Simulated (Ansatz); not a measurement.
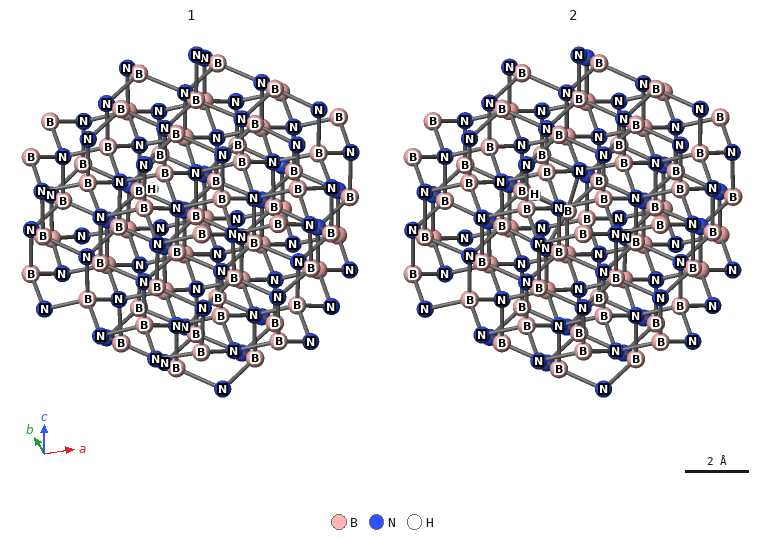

Two geometries of a defect cell of composition B₄₈N₄₈H (cell charge −1), drawn at one scale. One is the start of a relaxation, the other its converged end. Style: ball-and-stick. Shown: the atoms within 5.8 Å of the atom that moves most (axes of the cell of the calculation (origin shifted)), from a free direction.

All numbers below come from DFT, PBEsol, PAW, plane waves (Ansatz 0.2.0). Settings: plane-wave cutoff 420 eV; k-point mesh 1 × 1 × 1; mesh shifted by (0.25, 0.25, 0.25); no spin polarisation; atoms relaxed in a fixed cell; force threshold 0.03 eV/Å; at most 80 steps.

Question: Which geometry has the lower energy?

Answer: Structure 2 is the relaxed one. The energy falls by 3.639 eV per cell of the calculation in 11 geometry steps. Largest force component: 3 eV/Å at the start, 0.018 eV/Å at the end. A B atom moves most: 0.37 Å along [−2 1 1]. Largest moves by element: B 0.37 Å, H 0.21 Å, N 0.12 Å. The lattice vectors keep their values. Near-neighbour distances that change, for instance: B–H 1.645 → 1.175 Å, B–N 1.605 → 2.040 Å, B–B 2.553 → 2.219 Å, B–B 2.517 → 2.211 Å. New bonds form, among them: B–H (1.64 → 1.17 Å). Among the angles between lasting bonds that change: B–N–B 110.0° → 90.2°, B–N–B 108.6° → 90.7°, B–N–B 111.1° → 122.5°. The run took 8.1 s on 1 × NVIDIA GB200 with 8 threads of Arm Neoverse-V2, peak memory 1.8 GiB.

Limits of the set-up: the periodic images lie only 7.6 Å apart, so the values are limited by the cell's size; the cell is charged, on a uniform background, and energies carry no finite-size correction.
